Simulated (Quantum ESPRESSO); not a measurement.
# ZnSe (Stilleite): how pressure shifts the optical phonon

Wanted: a fit of frequency against volume for ZnSe (Stilleite), tested on a run that is left out of it.

Main program and level: Quantum ESPRESSO 7.5; DFT LDA, scalar-relativistic, plane waves, PseudoDojo norm-conserving pseudopotentials.

### Step 1. Set-up

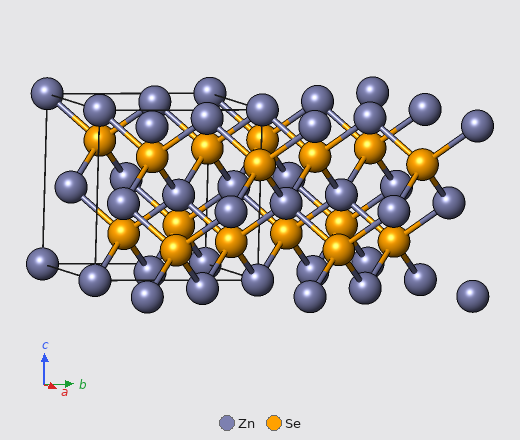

Start, viewed slightly off an axis; zinc blue, selenium orange. 2×2×1 cells are drawn. This picture shows the conventional cell, with its axes. Bonds to atoms that aren't drawn are left out. Some periodic images of atoms are drawn too.

Structure file:

```
Zn Se
1.0
    -2.78331    0.00000    2.78331
     0.00000    2.78331    2.78331
    -2.78331    2.78331    0.00000
Zn Se
1 1
Direct
  0.00000 0.00000 0.00000
  0.25000 0.25000 0.25000
```

This is the cell after its relaxation at this level of theory, not the database cell from which that began.

### Step 2. Runs at several volumes

The relaxed cell is scaled uniformly; in this structure symmetry fixes all atoms, so nothing has to be relaxed anew. Each volume gets a ground state and a response at Γ. The mode followed is the highest one without the macroscopic field, of symmetry T2; longitudinal polar modes lie higher. Cutoff 95 Ry, k mesh 8×8×8.

From the response at V/V₀ = 0.94:

Output:

```text
[banners, grids, parts of the stress and lines that vanish by symmetry left out]
Program PHONON v.7.5
     Reading xml data from directory:

[...]
Exchange-correlation= PW
                           (   1   4   0   0   0   0   0)
[...]
kinetic-energy cut-off    =      95.0000  Ry
     charge density cut-off    =     380.0000  Ry
     convergence threshold     =      1.0E-18
[...]
Exchange-correlation= PW
                           (   1   4   0   0   0   0   0)
[...]
q = (   0.0000000   0.0000000   0.0000000 )
     25 Sym.Ops. (with q -> -q+G )
     G cutoff = 1022.0950  (  34327 G-vectors)     FFT grid: ( 45, 45, 45)
     number of k points=    29
[...]
Mode symmetry, T_d (-43m)  point group:
[...]
Dielectric constant
[...]
End of electric fields calculation
          Dielectric constant in cartesian axis
          (       7.924680648      -0.000000000      -0.000000000 )
          (      -0.000000000       7.924680648       0.000000000 )
          (      -0.000000000       0.000000000       7.924680648 )
          Effective charges (d Force / dE) in cartesian axis without acoustic sum rule applied (asr)
           atom    1  Zn    Mean Z*:        1.87351
      Ex  (        1.87351       -0.00000       -0.00000 )
      Ey  (       -0.00000        1.87351        0.00000 )
      Ez  (       -0.00000        0.00000        1.87351 )
           atom    2  Se    Mean Z*:       -1.92225
      Ex  (       -1.92225       -0.00000       -0.00000 )
      Ey  (       -0.00000       -1.92225        0.00000 )
      Ez  (       -0.00000        0.00000       -1.92225 )
          Effective charges Sum: Mean:       -0.04875
[...]
Effective charges (d Force / dE) in cartesian axis with asr applied:
           atom    1  Zn    Mean Z*:        1.89788
[...]
atom    2  Se    Mean Z*:       -1.89788
[...]
Representation #   1 modes #   1   2   3
[...]
End of self-consistent calculation
     Convergence has been achieved
     Representation #   2 modes #   4   5   6
[...]
End of self-consistent calculation
     Convergence has been achieved
[...]
Dielectric constant in cartesian axis
          (       7.924680648      -0.000000000      -0.000000000 )
          (      -0.000000000       7.924680648       0.000000000 )
          (      -0.000000000       0.000000000       7.924680648 )
          Effective charges (d Force / dE) in cartesian axis without acoustic sum rule applied (asr)
           atom    1  Zn    Mean Z*:        1.87351
      Ex  (        1.87351       -0.00000       -0.00000 )
      Ey  (       -0.00000        1.87351        0.00000 )
      Ez  (       -0.00000        0.00000        1.87351 )
           atom    2  Se    Mean Z*:       -1.92225
      Ex  (       -1.92225       -0.00000       -0.00000 )
      Ey  (       -0.00000       -1.92225        0.00000 )
      Ez  (       -0.00000        0.00000       -1.92225 )
          Effective charges Sum: Mean:       -0.04875
[...]
Effective charges (d Force / dE) in cartesian axis with asr applied:
           atom    1  Zn    Mean Z*:        1.89788
[...]
atom    2  Se    Mean Z*:       -1.89788
[...]
q = (    0.000000000   0.000000000   0.000000000 )
[...]
freq (    1) =       0.021807 [THz] =       0.727404 [cm-1]
     freq (    2) =       0.021807 [THz] =       0.727404 [cm-1]
     freq (    3) =       0.021807 [THz] =       0.727404 [cm-1]
     freq (    4) =       7.285131 [THz] =     243.005804 [cm-1]
     freq (    5) =       7.285131 [THz] =     243.005804 [cm-1]
     freq (    6) =       7.285131 [THz] =     243.005804 [cm-1]
[...]
Mode symmetry, T_d (-43m)  point group:
     freq (   1-   3) =          0.7  [cm-1]   --> T_2  G_15 P_4   I+R
     freq (   4-   6) =        243.0  [cm-1]   --> T_2  G_15 P_4   I+R

   JOB DONE.
```

One volume, V/V₀ = 1.03, is held back as a test.

```csv
V/V₀,volume (Å³/atom),pressure (GPa),ω (cm⁻¹)
0.94,20.268,5.21,243.01
0.97,20.915,2.39,230.83
1,21.562,0.00,219.28
1.03,22.209,-2.03,held back
1.06,22.856,-3.75,197.57
```

### Step 3. The fit

The mode Grüneisen parameter is γ = −d ln ω / d ln V.

```csv
ln(V/V₀),ln ω
-0.0619,5.4931
-0.0305,5.4417
0.0000,5.3903
0.0583,5.2861
```

A straight line through these points has the slope -1.726, so γ = 1.73; at V/V₀ = 1.03 it predicts ω = exp(5.3881 − 0.0510) = 207.90 cm⁻¹.

A parabola of pressure against ln V through V/V₀ = 0.97, 1 and 1.03 gives the bulk modulus B = −dP/d ln V = 74 GPa at V₀. With ω₀ from the fitted line the pressure coefficient follows as dω/dP = γ ω₀ / B = 1.73 × 218.8 / 74 = 5.13 cm⁻¹/GPa.

### Step 4. The run that was held back

Output:

```text
[banners, grids, parts of the stress and lines that vanish by symmetry left out]
[banner, memory and clock lines left out]
Program PHONON v.7.5

[...]
Exchange-correlation= PW
                           (   1   4   0   0   0   0   0)
[...]
kinetic-energy cut-off    =      95.0000  Ry
     charge density cut-off    =     380.0000  Ry
     convergence threshold     =      1.0E-18
[...]
Exchange-correlation= PW
                           (   1   4   0   0   0   0   0)
[...]
q = (   0.0000000   0.0000000   0.0000000 )
     25 Sym.Ops. (with q -> -q+G )
     G cutoff = 1086.3360  (  37461 G-vectors)     FFT grid: ( 48, 48, 48)
     number of k points=    29
[...]
Mode symmetry, T_d (-43m)  point group:
[...]
Dielectric constant
[...]
End of electric fields calculation
          Dielectric constant in cartesian axis
          (       8.673345479       0.000000000       0.000000000 )
          (       0.000000000       8.673345479       0.000000000 )
          (      -0.000000000       0.000000000       8.673345479 )
          Effective charges (d Force / dE) in cartesian axis without acoustic sum rule applied (asr)
           atom    1  Zn    Mean Z*:        2.02990
      Ex  (        2.02990        0.00000        0.00000 )
      Ey  (        0.00000        2.02990       -0.00000 )
      Ez  (        0.00000       -0.00000        2.02990 )
           atom    2  Se    Mean Z*:       -2.08309
      Ex  (       -2.08309        0.00000       -0.00000 )
      Ey  (        0.00000       -2.08309        0.00000 )
      Ez  (        0.00000       -0.00000       -2.08309 )
[...]
Representation #   1 modes #   1   2   3
[...]
End of self-consistent calculation
     Convergence has been achieved
     Representation #   2 modes #   4   5   6
[...]
End of self-consistent calculation
     Convergence has been achieved
[...]
Dielectric constant in cartesian axis
          (       8.673345479       0.000000000       0.000000000 )
          (       0.000000000       8.673345479       0.000000000 )
          (      -0.000000000       0.000000000       8.673345479 )
          Effective charges (d Force / dE) in cartesian axis without acoustic sum rule applied (asr)
           atom    1  Zn    Mean Z*:        2.02990
      Ex  (        2.02990        0.00000        0.00000 )
      Ey  (        0.00000        2.02990       -0.00000 )
      Ez  (        0.00000       -0.00000        2.02990 )
           atom    2  Se    Mean Z*:       -2.08309
      Ex  (       -2.08309        0.00000       -0.00000 )
      Ey  (        0.00000       -2.08309        0.00000 )
      Ez  (        0.00000       -0.00000       -2.08309 )
          Effective charges Sum: Mean:       -0.05319
[...]
Effective charges (d Force / dE) in cartesian axis with asr applied:
           atom    1  Zn    Mean Z*:        2.05649
[...]
atom    2  Se    Mean Z*:       -2.05649
[...]
q = (    0.000000000   0.000000000   0.000000000 )
[...]
freq (    1) =      -0.081187 [THz] =      -2.708106 [cm-1]
     freq (    2) =      -0.081187 [THz] =      -2.708106 [cm-1]
     freq (    3) =      -0.081187 [THz] =      -2.708106 [cm-1]
     freq (    4) =       6.241475 [THz] =     208.193190 [cm-1]
     freq (    5) =       6.241475 [THz] =     208.193190 [cm-1]
     freq (    6) =       6.241475 [THz] =     208.193190 [cm-1]
[...]
Mode symmetry, T_d (-43m)  point group:
     freq (   1-   3) =         -2.7  [cm-1]   --> T_2  G_15 P_4   I+R
     freq (   4-   6) =        208.2  [cm-1]   --> T_2  G_15 P_4   I+R
```

It gives 208.19 cm⁻¹ against the predicted 207.90 cm⁻¹, a miss of 0.3 cm⁻¹.

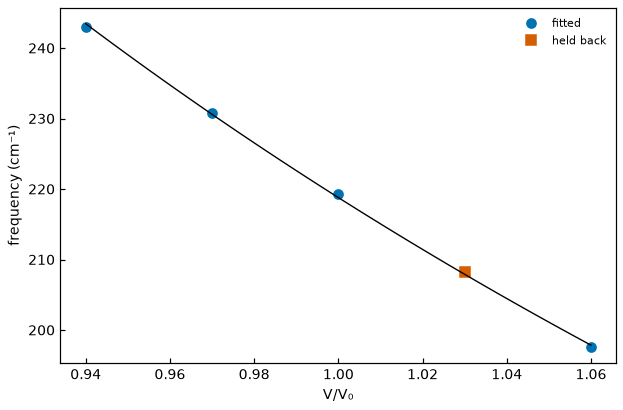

Frequency against volume, with the power-law fit.

### Step 5. Outcome

```
mode Grüneisen parameter : 1.726
bulk modulus             : 73.6 GPa
pressure coefficient     : 5.13 cm⁻¹/GPa
```

**Reading.** The highest optical mode of ZnSe (Stilleite) without the LO-TO term stiffens by 5.13 cm⁻¹ a GPa near the relaxed volume, with γ = 1.73. The power law meets all 5 runs within 0.23 %; between neighbouring volumes γ runs from 1.64 to 1.82. Such a coefficient turns a measured shift of this mode into a hydrostatic stress; uniaxial or biaxial stress splits the mode and needs deformation potentials. These are harmonic values at zero temperature for the structure held cubic, which a run at Γ can't show to be stable; the bulk modulus rests on three points.

[Host names and launcher messages were left out of these logs when they were recorded.]

[Logs are printed without paths, hosts, clocks, repeated set-up lines and the standing remarks that a program may print on its own settings, such as how far it seeks lower states.]

[Hosts, paths, dates, database ids (printed as entryN), source tags and the programs' standing remarks are cut or masked in the printed files.]
